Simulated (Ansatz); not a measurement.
Input file:

```
crystal:
  lattice:
    - [-2.692444422, 2.692533701, 0.0]
    - [-2.692444422, -2.692533701, 0.0]
    - [-0.8077333266, 0.8077601103, 9.8755476785]
  atoms:
    - { symbol: Sn, position: [-0.1097770338, 0.9999260292, 0.3661700153] }
    - { symbol: Sn, position: [0.7400750247, 7.39708e-05, 0.8661700152] }
    - { symbol: Sn, position: [0.3097770338, 0.5000739708, 0.6338299848] }
    - { symbol: Sn, position: [0.4599249753, 0.4999260292, 0.1338299848] }
    - { symbol: O, position: [0.7749014542, 0.5000985458, 0.75] }
    - { symbol: O, position: [-0.0749014542, 0.4999014542, 0.25] }
    - { symbol: O, position: [0.2749014542, 9.85458e-05, 0.75] }
    - { symbol: O, position: [0.4250985458, 0.9999014542, 0.25] }
basis:
  ecutwfc: 500
kpoints:
  mp_grid: { grid: [9, 9, 4] }
hamiltonian:
  xc: r2scan
scf:
  occupations: { method: gaussian, width: 0.03 }
output:
  forces: true
  stress: true
  eigenvalues: true
  write_density: true
  write_potential: true
  elf: true
  volumetric_format: npy
```

Command:

```sh
ansatz run input.yaml --threads 2 --pin off --max-ram 5120MiB --backend cpu --events-out ev --progress --plain --runs-dir out
```

Below, planes, directions and counts refer to the conventional cell (a = 3.81 Å, b = 3.81 Å, c = 9.94 Å, α = 90.00°, β = 96.60°, γ = 90.00°).

Space group P2₁/m; not relaxed (largest force 0.4 eV/Å).

All numbers below come from DFT r2SCAN, scalar-relativistic, plane waves, PAW in Ansatz.

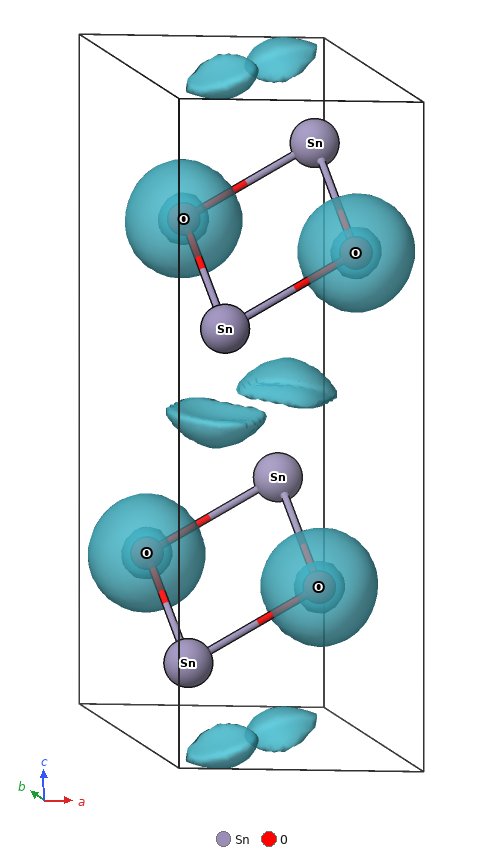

SnO. Isosurface of the ELF at 0.7 (cyan), seen slightly off an axis. Core shells and regions of very low density are left out. Sticks mark near contacts.

In a PAW calculation such maps are meaningful between the atoms, not at the nuclei.

Q: Describe the localisation domains.

A: The ELF exceeds this value in four lobes on Sn, pointing away from the bonds (lone pairs) and four regions wrapped around O (the valence shell of each), counted in one cell of 8 atoms. Any copies at cell faces, edges or corners count once. Along the contacts the grid gives the following. Sn–O (2.22 Å): the ELF peaks at about 0.85 in the valence shell of O, 0.6 Å from its nucleus, and is about 0.20 at the midpoint; no shared electron pair shows on this line.
